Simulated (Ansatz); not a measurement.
**Single-point calculation, with input and output: AlAs (part 1 of 2)**

System: AlAs (slab, 20 atoms in the cell).
Method: DFT PBEsol, scalar-relativistic, plane waves, PAW, no spin polarisation (Ansatz 0.2.0).

The structure derives from an entry of the Crystallography Open Database. It belongs to a series of runs on one base structure; here: cutoff: 360. Figures and captions count atoms from 1; the log counts them from 0 in places.

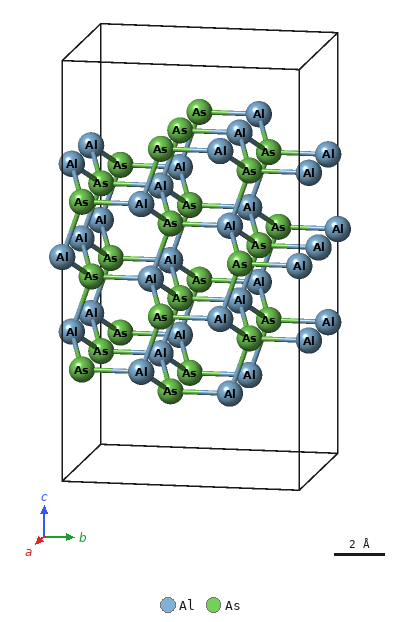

**Figure 1.** The structure (ball-and-stick view of the 2 × 1 repeat of the cell, with the vacuum cut short, seen slightly off an axis). An atom can appear more than once, as a periodic image.

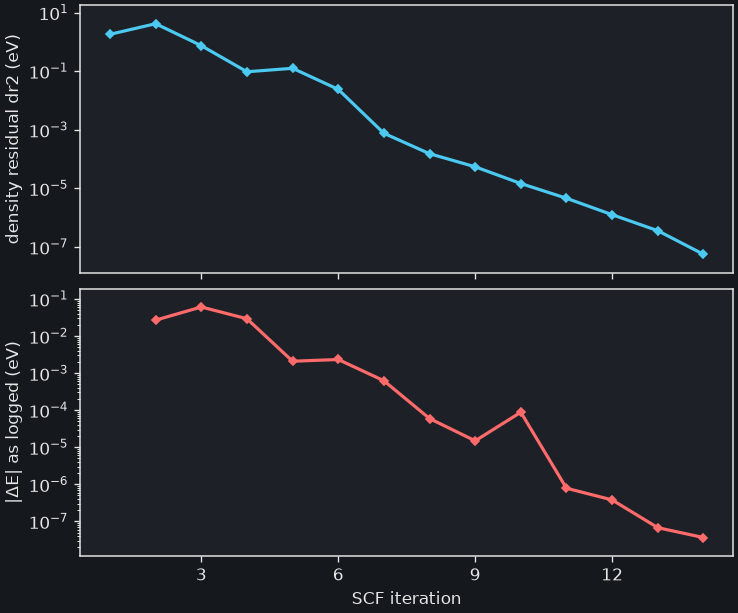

**Figure 2.** Convergence of the self-consistent field: density residual dr2 and size of the energy change against the SCF iteration. The residual comes down, with one marked jump up, by a factor of about 2.5, at step 2.

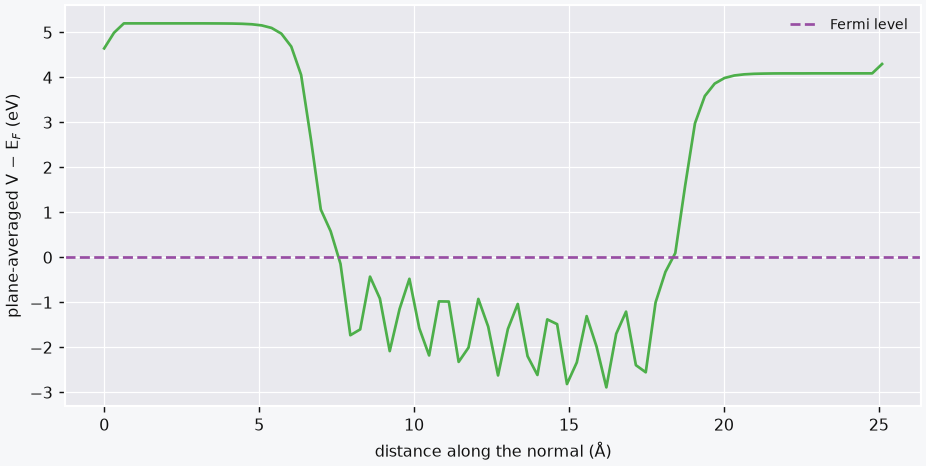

**Figure 3.** Plane average of the electrostatic potential energy of an electron across the cell, from the Fermi level. The vacuum level lies 4.09 eV above the Fermi level on the upper side and 5.20 eV on the lower.

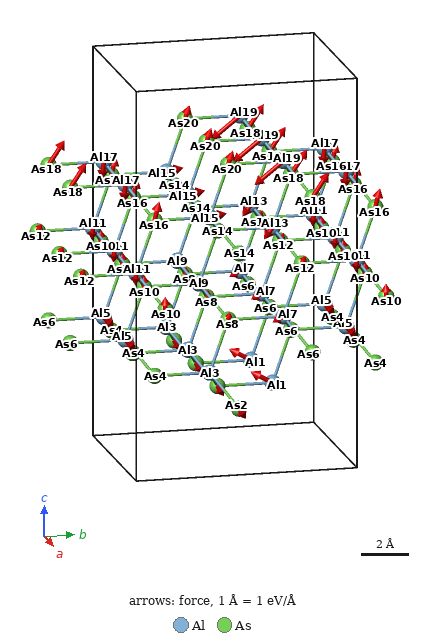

**Figure 4.** Forces on the atoms as red arrows (ball-and-stick view of the 2 × 1 repeat of the cell, with the vacuum cut short, seen slightly off an axis; bonded neighbours outside the cell are drawn too; atoms are numbered from 1 in the order of the input); the smallest are left out. The largest act on Al19 (1.63 eV/Å); As18 (1.29 eV/Å); Al1 (1.13 eV/Å); As16 (0.87 eV/Å), among others. The geometry is not a stationary point of this energy.

The input and output of the run follow.

**The input**
```yaml
crystal:
  lattice:
    - [4.012545656, 0.0, 0.0]
    - [0.0, 9.8286894269, 0.0]
    - [0.0, 0.0, 25.4248994159]
  atoms:
    - { symbol: Al, position: [0.5, 0.6666666667, 0.2949864177] }
    - { symbol: As, position: [0.5, 0.4166666667, 0.2949864177] }
    - { symbol: Al, position: [0.0, 0.3333333333, 0.3405449916] }
    - { symbol: As, position: [0.0, 0.0833333333, 0.3405449916] }
    - { symbol: Al, position: [0.5, 0.0, 0.3861035654] }
    - { symbol: As, position: [0.5, 0.75, 0.3861035654] }
    - { symbol: Al, position: [0.0, 0.6666666667, 0.4316621392] }
    - { symbol: As, position: [0.0, 0.4166666667, 0.4316621392] }
    - { symbol: Al, position: [0.5, 0.3333333333, 0.4772207131] }
    - { symbol: As, position: [0.5, 0.0833333333, 0.4772207131] }
    - { symbol: Al, position: [0.0, 0.0, 0.5227792869] }
    - { symbol: As, position: [0.0, 0.75, 0.5227792869] }
    - { symbol: Al, position: [0.5, 0.6666666667, 0.5683378608] }
    - { symbol: As, position: [0.5, 0.4166666667, 0.5683378608] }
    - { symbol: Al, position: [0.0, 0.3333333333, 0.6138964346] }
    - { symbol: As, position: [0.0, 0.0833333333, 0.6138964346] }
    - { symbol: Al, position: [0.5, 0.0, 0.6594550084] }
    - { symbol: As, position: [0.5, 0.75, 0.6594550084] }
    - { symbol: Al, position: [0.0, 0.6666666667, 0.7050135823] }
    - { symbol: As, position: [0.0, 0.4166666667, 0.7050135823] }
basis:
  ecutwfc: 360
kpoints:
  mp_grid: { grid: [7, 3, 1] }
hamiltonian:
  xc: pbesol
scf:
  occupations: { method: gaussian, width: 0.05 }
output:
  forces: true
  stress: true
  eigenvalues: true
efield:
  axis: 3
  dipole_correction: true
  ramp_width: 0.04
```

Run as:
```bash
ansatz run input.yaml --threads 2 --pin off --max-ram 5120MiB --backend cpu --events-out ev --progress --plain --runs-dir out
```

**What the program printed**
```
Warning: basis.ecutwfc = 360 eV is below the records' recommended 420 eV, and the density's cutoff is lower with it unless basis.ecutrho_ratio is high enough to keep the records' density cutoff: compare with a run at a higher cutoff
Engine: ansatz 0.2.0, x86_64-unknown-linux-gnu
Pseudopotentials: kind: paw
Pseudopotential: Al, paw, valence charge 3, recommended cutoff 420 eV (normal), Al.paw.azcp
Pseudopotential: As, paw, valence charge 15, recommended cutoff 420 eV (normal), As.paw.azcp
Functional definition: PBEsol
  exchange = pbesol_x
  correlation = pbesol_c
Crystal: 20 atoms, lattice volume = 1002.709 Å³
Basis set: ecut = 360 eV, 15533 PW (Γ), exchange–correlation on 50×128×320 points (8 copies of the dense FFT grid, shifted against one another)
Bands: 110, of which v1, the nominal top of the filled ones, is band 90 counted from 1 (89 counted from 0)
Symmetry: 2 space group operations
Space group: Pm (ITA 6), of the structure as read, at distance tolerance 1.0e-4 Å
k-points: 8 of 21 (time reversal used)
Non-local potential: Al, projectors of the file, l = 0: 2, l = 1: 2, l = 2: 1
Non-local potential: As, projectors of the file, l = 0: 2, l = 1: 2, l = 2: 3, l = 3: 1
PAW form: soft (Blöchl's): semilocal exchange-correlation on the pseudo side does not see the compensation charge
PAW frozen core: Al, regenerated for the run's functional, and the local potential with it (the file was generated under x = pbe(κ = 0.804, μ = 0.2195149727645171), c = pbe(β = 0.06672455060314922))
PAW frozen core: As, regenerated for the run's functional, and the local potential with it (the file was generated under x = pbe(κ = 0.804, μ = 0.2195149727645171), c = pbe(β = 0.06672455060314922))
PAW one-centre angular grid: Al, 110 points (default); XC on 64 Gauss nodes
PAW one-centre angular grid: As, 590 points (default); XC on 64 Gauss nodes
Initial density: superposition of atomic densities (neutral atoms: chi_scale 0, normalization atom), corrected by the library's trained network
Initial wavefunctions: pseudopotential atomic-orbital guess
Functional: x = pbesol(κ = 0.804, μ = 0.12345679012345678), c = pbesol(β = 0.046)
```
